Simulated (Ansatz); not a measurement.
## Ti: a failed or faulty run and its cure

System: Ti (Im-3m, 1 atom in the cell).
Method of run A: Kohn-Sham DFT of a periodic cell, BHLYP, Ansatz PAW (Ansatz 0.2.0).

The structure derives from an entry of the Crystallography Open Database. The run did not end well. Text and figures count atoms from 1; the logs count them from 0 in places.

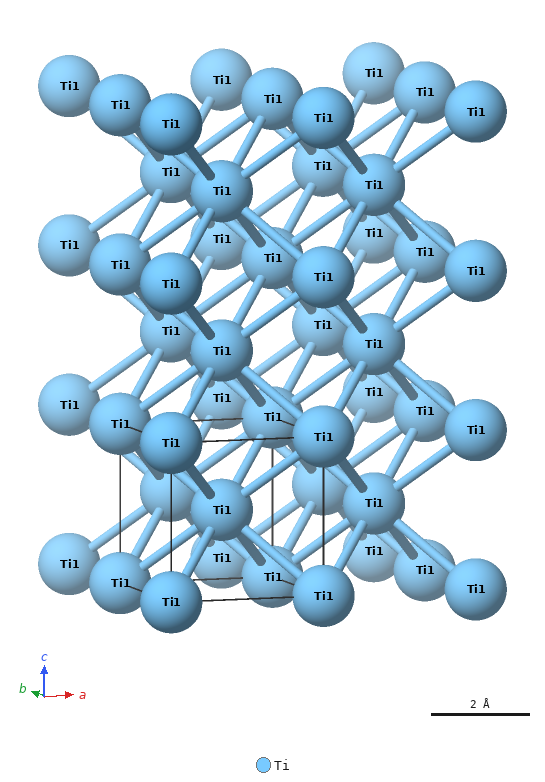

Fig. 1: The structure as given in the input (ball-and-stick view of the cell 2 times as large as that of the calculation, set on its symmetry axes, repeated 2 × 2 × 3, seen slightly off an axis; atoms are numbered from 1 in the order of the input).

### Input file, run A
```yaml
crystal:
  lattice:
    - [-1.641, 1.641, 1.641]
    - [1.641, -1.641, 1.641]
    - [1.641, 1.641, -1.641]
  atoms:
    - { symbol: Ti, position: [0.0, 0.0, 0.0] }
hamiltonian:
  xc: { name: BHLYP }
  pseudopotentials: { kind: paw }
kpoints:
  mp_grid: { grid: [7, 7, 7] }
  band_path:
    path:
      - [[0.0, 0.0, 0.0], [0.5, -0.5, 0.5], [0.0, 0.0, 0.5], [0.0, 0.0, 0.0], [0.25, 0.25, 0.25], [0.5, -0.5, 0.5]]
      - [[0.25, 0.25, 0.25], [0.0, 0.0, 0.5]]
    npoints: 4
scf:
  occupations: { method: fermi_dirac, width: 0.05 }
  n_extra_bands: 6
output:
  forces: true
  stress: true
  eigenvalues: true
  fatbands: false
```

Command:
```bash
ansatz run input.yaml --threads 2 --pin off --max-ram 5632MiB --backend cpu --events-out ev --progress --plain --runs-dir out
```

Hardware: 2 threads of Arm Neoverse V1, 24 GiB of memory available, shared host.

### Output, shortened to warnings, some set-up lines, iterations and results (run A)
```
Warning: output.stress: scf.convergence.dr2_threshold = 1e-7 eV (the SCF's general default) is looser than the 1e-10 eV advised for a printed stress (1e-10 eV for each atom of the cell: 1). What an SCF threshold leaves in a stress goes as its square root, and in the free energy as the threshold itself, and one threshold admits the most on a small cell: of the crystals measured, under no hybrid …
Warning: output.stress: scf.exx.energy_threshold = 1e-6 eV is looser than the 1e-8 eV advised for a stress under a hybrid functional (1e-8 eV for each atom of the cell: 1). Every SCF of the exchange loop can meet its threshold on dr2 while the loop round them stops early: no threshold on dr2 bounds what that leaves in the stress. Set scf.exx.energy_threshold to 1e-8 eV or tighter. The threshold …
Error: the pass "band path" is not served: it follows an SCF under a hybrid functional, so it would have to apply that functional's exchange operator directly, as a sum over orbital pairs, which on k-points of its own, be they those of the SCF's mesh, such a pass takes under an unscreened kernel only where the SCF fills whole bands under a gap, and this one does not: choose a screened hybrid …
Basis set: ecut = 420 eV, 369 PW (Γ), exchange–correlation on 40×40×40 points (8 copies of the dense FFT grid, shifted against one another)
Symmetry: 48 space group operations
k-points: 20 of 343
Initial density: superposition of atomic densities (neutral atoms: chi_scale 0, normalization atom), corrected by the library's trained network
[...]
SCF iter   1: F=—  HF=-2505.795315 eV  |F-HF|=—  |Δ(HF+E_count)|=         —  Δρ=1.23e-2  dr2=3.11e-2  ethr=1.77e-3  ⟨swp⟩=6.0  Hψ=944  notcnv=0
SCF iter   2: F=—  HF=-2505.788320 eV  |F-HF|=—  |Δ(HF+E_count)|=   6.99e-3  Δρ=4.89e-3  dr2=5.02e-3  ethr=2.59e-4  ⟨swp⟩=2.4  Hψ=488  notcnv=0
SCF iter   3: F=—  HF=-2505.787496 eV  |F-HF|=—  |Δ(HF+E_count)|=   8.24e-4  Δρ=4.24e-4  dr2=1.38e-5  ethr=1.18e-7  ⟨swp⟩=3.2  Hψ=993  notcnv=0
SCF iter   4: F=—  HF=-2505.787515 eV  |F-HF|=—  |Δ(HF+E_count)|=   1.82e-5  Δρ=1.04e-4  dr2=9.35e-7  ethr=1.15e-7  ⟨swp⟩=3.0  Hψ=414  notcnv=0
SCF iter   5: F=—  HF=-2505.787516 eV  |F-HF|=—  |Δ(HF+E_count)|=   1.37e-6  Δρ=1.03e-5  dr2=1.09e-8  ethr=7.79e-9  ⟨swp⟩=3.0  Hψ=431  notcnv=0
[... 57 lines ...]
SCF iter   9: F=-2501.967479 eV  HF=-2501.967479 eV  |F-HF|=3.42e-9  |Δ(HF+E_count)|=   8.62e-8  Δρ=4.78e-6  dr2=3.65e-9  ethr=1.00e-12  ⟨swp⟩=4.5  Hψ=595  notcnv=0
SCF 10 converged in 9 iterations: F = -2501.967479 eV  dr2 = 3.65e-9
SCF iter   1: F=—  HF=-2501.967479 eV  |F-HF|=—  |Δ(HF+E_count)|=         —  Δρ=6.70e-6  dr2=5.99e-9  ethr=2.33e-9  ⟨swp⟩=3.2  Hψ=557  notcnv=0
SCF iter   2: F=-2501.967479 eV  HF=-2501.967479 eV  |F-HF|=1.36e-12  |Δ(HF+E_count)|=   1.28e-9  Δρ=1.28e-6  dr2=1.96e-10  ethr=4.78e-11  ⟨swp⟩=3.3  Hψ=454  notcnv=0
SCF 11 converged in 2 iterations: F = -2501.967479 eV  dr2 = 1.96e-10
  Residual-converged pass: ⟨swp⟩=2.4  Hψ=360  notcnv=0  max |occ|·‖R‖ = 2.4e-6 eV (tolerance 2.4e-6 eV)  dr2=1.95e-10  dr2_onsite=1.22e-11  max |Δocc| = 6.3e-16
hybrid outer 10: dexx = +1.882e-9 eV, tail = 6.04e-10 eV, Δε = 1.61e-4 eV (about 3.72e-5 eV left of the loop's levels), ΔF = 1.34e-32 eV/Å (tail 6.45e-33)
hybrid SCF converged: 10 outer / 50 inner (+6 warm-up), last move |dexx| = 1.88e-9 eV, tail = 6.04e-10 eV
Stability not checked: this state was not tested for a lower state beside it, because the functional holds exact exchange (a hybrid, or Hartree-Fock), whose exchange loop this test does not read (fock_operator; see scf.lower_state_search)
Free energy (F): -2501.967479 eV
Frozen-core exchange: fock
Harris-Foulkes:  -2501.967479 eV  (|F-HF|=9.09e-13)
Internal energy: -2501.965510 eV  (E = F + TS)
E sigma→0 (E₀):  -2501.966494 eV
Entropy (-TS):   -0.001970 eV (-1.970 meV/atom)
Fermi energy:    13.469496 eV
--- Per-component energies (eV) ---
  E_band       = -228.281106
  E_kinetic    = 270.293988
  E_local      = -801.346912  (includes V_loc(G=0)·N_el)
  E_nonlocal   = 1.686751
  E_hartree    = 322.753166
  E_xc         = -51.456130
  E_vxc        = -64.165670  (∫ρ·V_xc dr)
  E_exx        = -87.694976  (= α·E_x^exact, valence–valence)
  E_paw        = -1006.280869  (= ΣΔE_a)
  E_vpaw       = -104.865935  (= ΣTr[D̂ρ^β])
  E_aug_tail   = 0.000110  (compensation charges beyond the density's cutoff)
  E_ewald      = -1149.623506
  E_core_change = -0.297133  (= ΣΔE_core)
  E_smearing   = -0.001970  (= −TS)
  E_closure    = 0.000000  (closes the sum)
  Σ components = -2501.967479   (vs F -2501.967479, Δ=-4.55e-13)
--- Forces (eV/Å), atoms counted from 1 ---
  atom   1  Ti    -0.00000000    -0.00000000     0.00000000
  max |Σ_I F_I| component: 7.70e-33 eV/Å
--- Stress (GPa, compression-positive) ---
       -0.733333       0.000000      -0.000000
        0.000000      -0.733333      -0.000000
       -0.000000      -0.000000      -0.733333
  P = ⅓ Tr σ = -0.7333 GPa (-7.333 kbar)
Error: the pass "band path" is not served: it follows an SCF under a hybrid functional, so it would have to apply that functional's exchange operator directly, as a sum over orbital pairs, which on k-points of its own, be they those of the SCF's mesh, such a pass takes under an unscreened kernel …
```

### What should be changed in this input?

The run ended with an error: “the pass "band path" is not served: it follows an SCF under a hybrid functional, so it would have to apply that functional's exchange operator directly, as a sum over orbital pairs, which on k-points of its own, be they those of the SCF's mesh, such a pass takes under an unscreened kernel only where the SCF fills …” Warnings of the run: an analysis step after the SCF failed; the exchange loop's threshold is looser than advised for the stress; the SCF threshold is looser than advised for the printed stress. Points of doubt noted for this run: forces on files of another functional.

A run of the same system that converges differs from this input as follows (lines with − go, lines with + come):
```diff
-  mp_grid: { grid: [7, 7, 7] }
-  band_path:
-    path:
-      - [[0.0, 0.0, 0.0], [0.5, -0.5, 0.5], [0.0, 0.0, 0.5], [0.0, 0.0, 0.0], [0.25, 0.25, 0.25], [0.5, -0.5, 0.5]]
-      - [[0.25, 0.25, 0.25], [0.0, 0.0, 0.5]]
-    npoints: 4
+  mp_grid: { grid: [6, 6, 6] }
-  n_extra_bands: 6
-  fatbands: false
```

### Output, shortened to warnings, some set-up lines, iterations and results (run B)
```
Warning: output.stress: scf.convergence.dr2_threshold = 1e-7 eV (the SCF's general default) is looser than the 1e-10 eV advised for a printed stress (1e-10 eV for each atom of the cell: 1). What an SCF threshold leaves in a stress goes as its square root, and in the free energy as the threshold itself, and one threshold admits the most on a small cell: of the crystals measured, under no hybrid …
Warning: output.stress: scf.exx.energy_threshold = 1e-6 eV is looser than the 1e-8 eV advised for a stress under a hybrid functional (1e-8 eV for each atom of the cell: 1). Every SCF of the exchange loop can meet its threshold on dr2 while the loop round them stops early: no threshold on dr2 bounds what that leaves in the stress. Set scf.exx.energy_threshold to 1e-8 eV or tighter. The threshold …
Basis set: ecut = 420 eV, 369 PW (Γ), exchange–correlation on 40×40×40 points (8 copies of the dense FFT grid, shifted against one another)
Symmetry: 48 space group operations
k-points: 16 of 216
Initial density: superposition of atomic densities (neutral atoms: chi_scale 0, normalization atom), corrected by the library's trained network
[...]
SCF iter   1: F=—  HF=-2505.792573 eV  |F-HF|=—  |Δ(HF+E_count)|=         —  Δρ=1.55e-2  dr2=4.90e-2  ethr=1.77e-3  ⟨swp⟩=4.8  Hψ=582  notcnv=0
SCF iter   2: F=—  HF=-2505.781804 eV  |F-HF|=—  |Δ(HF+E_count)|=   1.08e-2  Δρ=7.08e-3  dr2=5.40e-3  ethr=4.08e-4  ⟨swp⟩=3.8  Hψ=474  notcnv=0
SCF iter   3: F=—  HF=-2505.780007 eV  |F-HF|=—  |Δ(HF+E_count)|=   1.80e-3  Δρ=2.13e-3  dr2=4.04e-4  ethr=3.38e-6  ⟨swp⟩=2.0  Hψ=715  notcnv=0
SCF iter   4: F=—  HF=-2505.780158 eV  |F-HF|=—  |Δ(HF+E_count)|=   1.51e-4  Δρ=2.16e-4  dr2=3.26e-6  ethr=3.37e-6  ⟨swp⟩=3.0  Hψ=288  notcnv=0
SCF iter   5: F=—  HF=-2505.780164 eV  |F-HF|=—  |Δ(HF+E_count)|=   6.36e-6  Δρ=6.36e-5  dr2=5.57e-7  ethr=2.71e-8  ⟨swp⟩=3.8  Hψ=323  notcnv=0
[... 44 lines ...]
SCF iter   9: F=-2501.907983 eV  HF=-2501.907983 eV  |F-HF|=3.53e-9  |Δ(HF+E_count)|=   1.99e-7  Δρ=4.85e-6  dr2=3.85e-9  ethr=1.00e-12  ⟨swp⟩=5.1  Hψ=480  notcnv=0
SCF 8 converged in 9 iterations: F = -2501.907983 eV  dr2 = 3.85e-9
SCF iter   1: F=—  HF=-2501.907983 eV  |F-HF|=—  |Δ(HF+E_count)|=         —  Δρ=6.29e-6  dr2=5.68e-9  ethr=4.63e-9  ⟨swp⟩=3.2  Hψ=394  notcnv=0
SCF iter   2: F=-2501.907983 eV  HF=-2501.907983 eV  |F-HF|=7.73e-12  |Δ(HF+E_count)|=   1.72e-9  Δρ=1.92e-6  dr2=4.02e-10  ethr=4.42e-11  ⟨swp⟩=3.8  Hψ=369  notcnv=0
SCF 9 converged in 2 iterations: F = -2501.907983 eV  dr2 = 4.02e-10
  Residual-converged pass: ⟨swp⟩=2.1  Hψ=240  notcnv=0  max |occ|·‖R‖ = 2.2e-6 eV (tolerance 2.4e-6 eV)  dr2=4.02e-10  dr2_onsite=8.98e-12  max |Δocc| = 1.8e-15
hybrid outer 8: dexx = +3.824e-9 eV, tail = 1.58e-9 eV, Δε = 1.83e-4 eV (about 5.28e-5 eV left of the loop's levels), ΔF = 2.17e-31 eV/Å (tail 1.26e-31)
hybrid SCF converged: 8 outer / 38 inner (+7 warm-up), last move |dexx| = 3.82e-9 eV, tail = 1.58e-9 eV
Stability not checked: this state was not tested for a lower state beside it, because the functional holds exact exchange (a hybrid, or Hartree-Fock), whose exchange loop this test does not read (fock_operator; see scf.lower_state_search)
Free energy (F): -2501.907983 eV
Frozen-core exchange: fock
Harris-Foulkes:  -2501.907983 eV  (|F-HF|=7.28e-12)
Internal energy: -2501.892749 eV  (E = F + TS)
E sigma→0 (E₀):  -2501.900366 eV
Entropy (-TS):   -0.015234 eV (-15.234 meV/atom)
Fermi energy:    13.443006 eV
--- Per-component energies (eV) ---
  E_band       = -227.230748
  E_kinetic    = 270.564341
  E_local      = -802.842130  (includes V_loc(G=0)·N_el)
  E_nonlocal   = 2.028819
  E_hartree    = 323.787019
  E_xc         = -51.455384
  E_vxc        = -64.163737  (∫ρ·V_xc dr)
  E_exx        = -87.625764  (= α·E_x^exact, valence–valence)
  E_paw        = -1006.429121  (= ΣΔE_a)
  E_vpaw       = -105.140473  (= ΣTr[D̂ρ^β])
  E_aug_tail   = 0.000110  (compensation charges beyond the density's cutoff)
  E_ewald      = -1149.623506
  E_core_change = -0.297133  (= ΣΔE_core)
  E_smearing   = -0.015234  (= −TS)
  E_closure    = 0.000000  (closes the sum)
  Σ components = -2501.907983   (vs F -2501.907983, Δ=0.00e0)
--- Forces (eV/Å), atoms counted from 1 ---
  atom   1  Ti     0.00000000     0.00000000    -0.00000000
  max |Σ_I F_I| component: 2.18e-31 eV/Å
--- Stress (GPa, compression-positive) ---
       -1.822791      -0.000000      -0.000000
       -0.000000      -1.822791       0.000000
        0.000000       0.000000      -1.822791
  P = ⅓ Tr σ = -1.8228 GPa (-18.228 kbar)
```

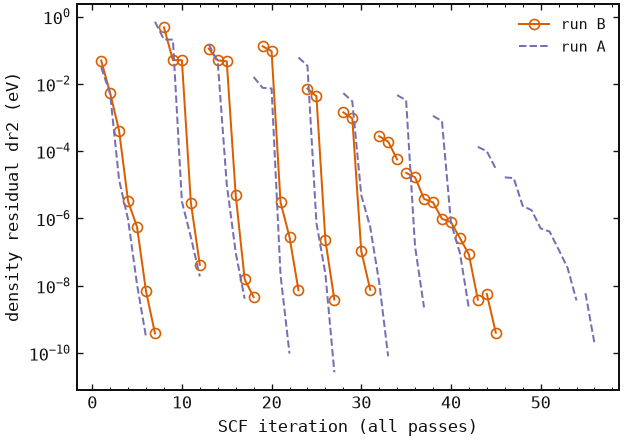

Fig. 2: Convergence of the two runs: density residual dr2 against the SCF iteration. A break in a curve parts two SCF passes. Run B takes 45 iterations in all, and run A stops after 56.

### The two runs side by side

| quantity | run A | run B |
| --- | --- | --- |
| outcome | error | converged |
| free energy per atom (eV) | – | −2501.9080 |
| gap on the mesh (eV) | – | 0.00 |
| pressure (GPa) | – | −1.82 |
| volume per atom (Å³) | – | 17.68 |
| largest force (eV/Å) | – | 0.000 |
| SCF iterations | – | 45 |
| irreducible k-points | – | 16 |
| plane waves at Γ | – | 369 |
| wall time (shared host) | 20 s | 9.4 s |

Notes on run B: The program warns: the exchange loop's threshold is looser than advised for the stress; the SCF threshold is looser than advised for the printed stress. Points of doubt noted for this run: forces on files of another functional.
